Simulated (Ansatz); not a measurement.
A structure file:

```xyz
12
Lattice="3.5476 0.0000 0.0000 0.0000 3.5792 0.0000 0.0000 0.0000 16.5607" Properties=species:S:1:pos:R:3 pbc="T T T"
Ti    0.0000    0.0000    7.7746
Ti    1.7738    0.0000    0.9943
Ti    0.0000    1.7896   10.5730
Ti    1.7738    1.7896    3.7927
Si    0.0000    0.0000    3.1955
Si    1.7738    0.0000    9.9759
Si    0.0000    1.7896    1.5914
Si    1.7738    1.7896    8.3717
Si    0.0000    0.0000   12.5616
Si    1.7738    0.0000    5.7813
Si    0.0000    1.7896    5.7860
Si    1.7738    1.7896   12.5663
```

**Say what kind of structure these coordinates give.**

The structure is one of TiSi2. The atoms follow space group Pmm2 (No. 25); the Bravais lattice is primitive orthorhombic. Cell content: 4 Ti, 8 Si, that is 4 formula units. Coordination numbers (contacts within bonding distance): Ti 6 to 10 (mean 9.0) and Si 6 to 8 (mean 7.5). Not all metal-metal contacts are counted.

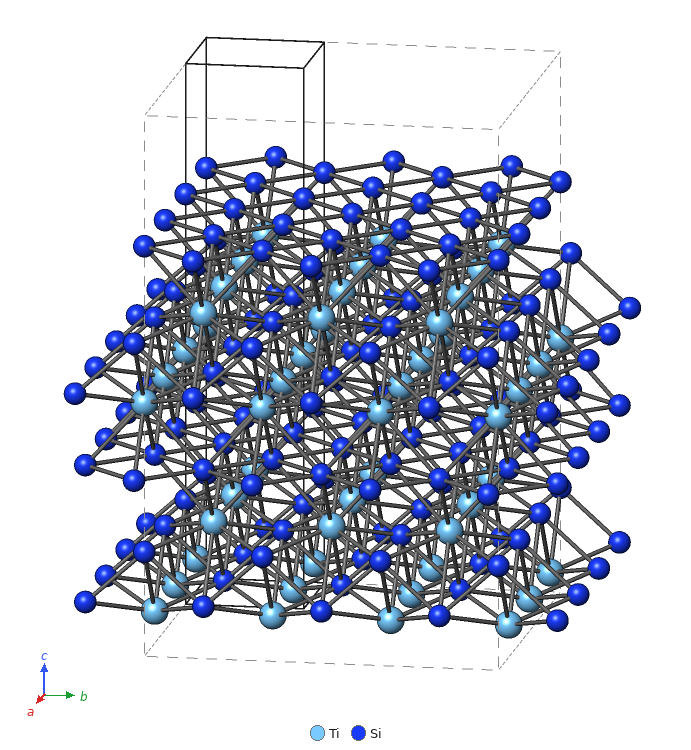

Ball-and-stick drawing of the structure, looking slightly off an axis. 3×3×1 cells are drawn; the solid outline is the conventional unit cell. Some atoms of the next cells are drawn as well.

Starting structure: a structure listed in the Materials Project. The cell was then strained or its atoms displaced on purpose. It went into a calculation with Ansatz.

At this level of theory the cell isn't at rest (forces up to 1.0 eV/Å), so its distances can differ from those at equilibrium, the more so the softer the solid.
